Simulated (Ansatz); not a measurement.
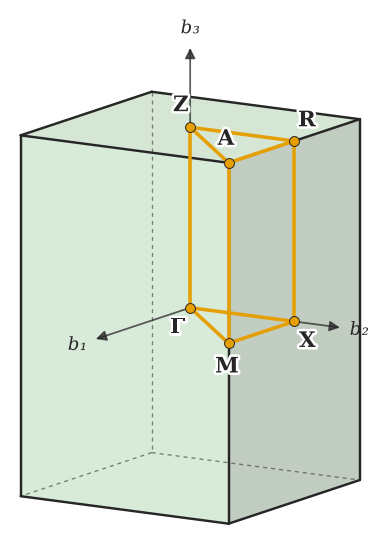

Crystal: ZnF₂, coordinates from a relaxation at fixed volume with DFT PBE, scalar-relativistic, plane waves, PAW (Ansatz 0.2.0). The first Brillouin zone and its special points. Symmetry computed with spglib at a tolerance of 0.002 Å; standard conventional cell.

Space group P4_2/mnm, No. 136; a = 4.740 Å, b = 4.740 Å, c = 3.158 Å, α = 90.00°, β = 90.00°, γ = 90.00°.

Labels and path follow the convention of Hinuma et al. (2017), as computed by seekpath; the arrows show the directions of the reciprocal primitive vectors b₁, b₂, b₃, in which coordinates are given; lengths include the factor 2π.

### List the special points with their coordinates and distances from Γ.

```tsv
point	k₁	k₂	k₃	length of k (1/Å)
Γ	0	0	0	0.000
Z	0	0	1/2	0.995
M	1/2	1/2	0	0.937
A	1/2	1/2	1/2	1.367
R	0	1/2	1/2	1.195
X	0	1/2	0	0.663
```

### What is the zone's volume?

(2π)³ over the primitive cell's volume of 70.97 Å³: 3.5 Å⁻³.
